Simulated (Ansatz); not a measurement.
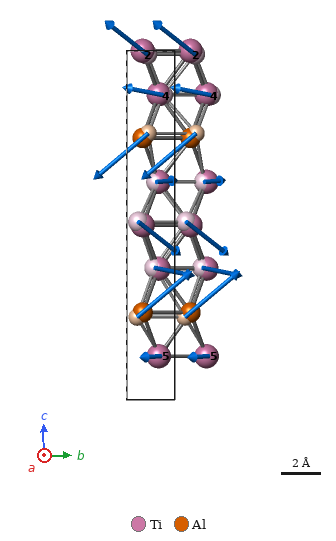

A relaxation of crystalline Ti$_{3}$Al (set up in P1). The starting structure is drawn faded, the final one solid; blue arrows show the displacements, magnified 10 times.

Style: ball-and-stick. Shown: the cell of the calculation, repeated 1 × 2 × 1 with one cell outlined, along the a axis.

Case: a zone-boundary wave of random shape, sigma 0.15 Å; relaxed back.

Theory: DFT PBEsol, scalar-relativistic, plane waves, PAW in Ansatz.

Input file:
```yaml
crystal:
  lattice:
    - [2.8957824531, 0.0, 0.0]
    - [-1.4478912265, 2.5078211682, 0.0]
    - [0.0, 0.0, 18.2787083532]
  atoms:
    - { symbol: Ti, position: [0.7026338063, 0.2443900796, 0.5095712045] }
    - { symbol: Ti, position: [0.6306995271, 0.422276587, -0.0095712045] }
    - { symbol: Ti, position: [0.3301789511, 0.5818999908, 0.3778890342] }
    - { symbol: Ti, position: [0.3364877156, 0.7514333425, 0.8732871098] }
    - { symbol: Ti, position: [0.317425109, 0.7120345071, 0.1248815322] }
    - { symbol: Ti, position: [0.3492415577, 0.6212988262, 0.6239423238] }
    - { symbol: Al, position: [0.5873833057, 0.2180643282, 0.2367028] }
    - { symbol: Al, position: [0.7459500277, 0.4486023384, 0.7632972] }
basis:
  ecutwfc: 420
kpoints:
  mp_grid: { grid: [12, 12, 2] }
hamiltonian:
  xc: pbesol
scf:
  occupations: { method: gaussian, width: 0.15 }
output:
  forces: true
  stress: true
  eigenvalues: true
relax:
  adjacent_minimum: "off"
  f_tol: 0.01
  max_steps: 80
  cell: { stress_tol: 0.1 }
```

Run as
```bash
ansatz run input.yaml --threads 2 --pin off --max-ram 5120MiB --backend cpu --events-out ev --progress --plain --runs-dir out
```

### What happened in the run?

The largest moves relative to the cell, 0.38 Å, are those of Al7 and Al8. Al7 goes in a general direction near [3 3 1]. By element the largest moves are Al 0.38 Å, Ti 0.37 Å. The drawn cell changes at constant volume: a 2.896 → 2.895 Å (0.0 %), b 2.896 → 2.894 Å (−0.1 %), c 18.279 → 18.280 Å (0.0 %). Among the contacts that change: Ti6–Al8 3.286 → 2.839 Å, Ti5–Al7 2.406 → 2.839 Å, Ti3–Al7 3.183 → 2.839 Å, Ti4–Al8 2.497 → 2.839 Å. The space group (tolerance 0.01 Å) goes from P1 (No. 1) to P-6m2 (No. 187). Over 4 accepted moves (5 points after the start) the energy falls by 1.091 eV per cell of the calculation. Largest force component: 2.6 eV/Å at the start, 0.0015 eV/Å at the end. The pressure goes from 2.73 to 0.02 GPa. At 1 point the geometry stayed and the basis and grid were re-selected for the new cell (energy shift of less than 0.05 meV per cell of the calculation at most each time). Cost: 6.5 min on 2 threads of Intel(R) Xeon(R) Platinum 8175M CPU @ 2.50GHz (Skylake/Cascade Lake), on a shared host, peak memory 0.95 GiB.
